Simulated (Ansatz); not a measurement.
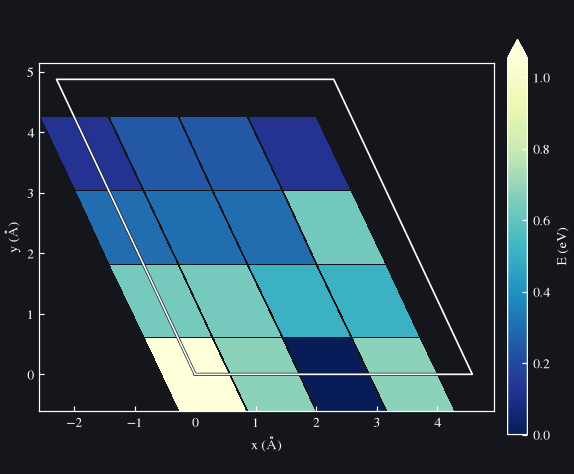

Energy landscape of H on a Ti(101) slab cut from the P6/mmm phase, its upper half relaxed before the scan (9 atoms of substrate and one adsorbate in a 1 × 1 cell). H is moved over the surface cell; relaxed at each place: the height of the adsorbate's atoms; substrate rigid; the origin of the map has the adsorbate above Ti9. Places are given modulo a cell vector. The map is drawn in real space over the plane of the surface. The scan uses a 4 × 4 grid. All energies are given in eV relative to the lowest grid point. With one adsorbate in each 1 × 1 cell, its nearest image is 4.6 Å away, so neighbouring adsorbates interact. These are results of DFT PBE, scalar-relativistic, plane waves, PAW in Ansatz 0.2.0, not measurements. Settings: cutoff 420 eV, k-mesh 7×6×1, gaussian smearing 0.1 eV, no spin polarisation.

The picture shows one coloured cell a grid point, the outline of one cell of the plane, one colour for all values above the top of the scale. 

> Describe this landscape.

The lowest grid point is at a bridge site between two Ti atoms, (2/4, 0/4) of the cell vectors. The highest grid point, the top site over a surface Ti atom, (0/4, 0/4) of the cell vectors, lies 1.05 eV above the lowest. At the lowest point the adsorbate has 1 Ti at 1.86 Å as nearest neighbours, at the highest 1 Ti at 1.76 Å. Its relaxed height above the top atom is 0.77 Å at the lowest and 1.76 Å at the highest point.

The input of one point:

```yaml
crystal:
  lattice:
    - [4.5793473381, 0.0, 0.0]
    - [-2.289673669, 4.8731803173, 0.0]
    - [0.0, 0.0, 20.8008028311]
  atoms:
    - { symbol: Ti, position: [0.5259511637, 0.0519023274, 0.19230027] }
    - { symbol: Ti, position: [0.8311413964, 0.6622827928, 0.2107665519] }
    - { symbol: Ti, position: [0.1363316291, 0.2726632583, 0.229232834] }
    - { symbol: Ti, position: [0.3570925601, 0.7141851202, 0.3030979621] }
    - { symbol: Ti, position: [0.6640847992, 0.3281368264, 0.3193552711] }
    - { symbol: Ti, position: [0.9697449144, 0.9393324533, 0.3378269322] }
    - { symbol: Ti, position: [0.1905287611, 0.3816414126, 0.4115069858] }
    - { symbol: Ti, position: [0.5011079414, 0.0025593214, 0.4254608482] }
    - { symbol: Ti, position: [0.8026484359, 0.605537828, 0.4471367238] }
    - { symbol: H, position: [1.3026484359, 0.605537828, 0.4798948655] }
basis:
  ecutwfc: 420
kpoints:
  mp_grid: { grid: [7, 6, 1] }
hamiltonian:
  xc: pbe
  pseudopotentials: { kind: paw, azcp: { folder: soft_1 } }
scf:
  occupations: { method: gaussian, width: 0.1 }
output:
  forces: true
  eigenvalues: true
  write_density: true
  write_potential: true
  elf: true
  volumetric_format: npy
relax:
  adjacent_minimum: "off"
  f_tol: 0.025
  max_steps: 16
  constraints: [{ sites: [0, 1, 2, 3, 4, 5, 6, 7, 8] }, { sites: [9], fix: xy }]
efield:
  axis: 3
  dipole_correction: true
  ramp_width: 0.04
```

Each point was launched as `ansatz run input.yaml --threads 4 --pin off --max-ram 12288MiB --backend cpu --events-out ev --progress --plain --runs-dir out`. Time for the 16 points that were run: 21 min on 4 threads of Arm Neoverse V1 (shared host).
